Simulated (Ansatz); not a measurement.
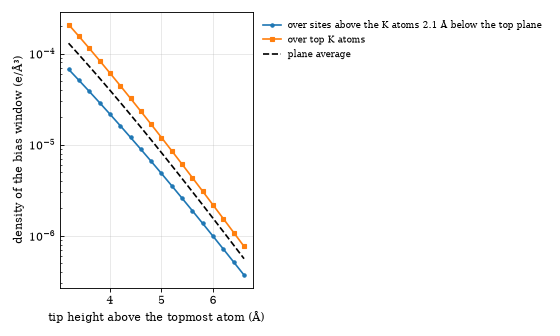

Approach curves over K(211) (Im-3m bulk, 6 atomic planes (those closer than 0.6 Å count as one), 11 Å) at a sample bias of −0.25 V.

Images follow the Tersoff–Hamann model: the current is the local density of the sample's states between the Fermi level and the bias, at the tip's centre. Bias windows are sharp sums over the levels of the k mesh.

Method: DFT PBE, scalar-relativistic, plane waves, PAW (Ansatz 0.2.0). Cutoff 420 eV, 16 × 10 k-points, Gaussian smearing 0.1 eV, dipole correction. The slab is a cut without reconstruction beyond its cell, at the source's lattice constants, with its lower half held fixed and the rest relaxed. No spin polarisation. The run warns that the functional's potential is rough in the thin density of the vacuum, where the tip is; weak contrasts and barriers may feel it.

Q: How fast does the current decay, and what apparent barrier height does that imply?

A: Near 4 Å the plane average falls as exp(−1.53 z/Å), a factor of 4.6 per ångström, which gives an apparent barrier of 2.2 eV (0.952 eV Å² times the slope squared). The vacuum level lies 2.20 eV above zero bias. The curve is still bending at 4 Å, since the potential hasn't yet risen to the vacuum level: further out the slope reaches 1.70 per Å, an apparent barrier of 2.7 eV. That far value is above 2.20 eV. The value exceeds even the 2.45 eV between the vacuum level and the deepest states of the window, so their depth alone doesn't explain it. States away from the zone centre decay faster, since their momentum along the surface adds to the barrier, and that may account for the rest.
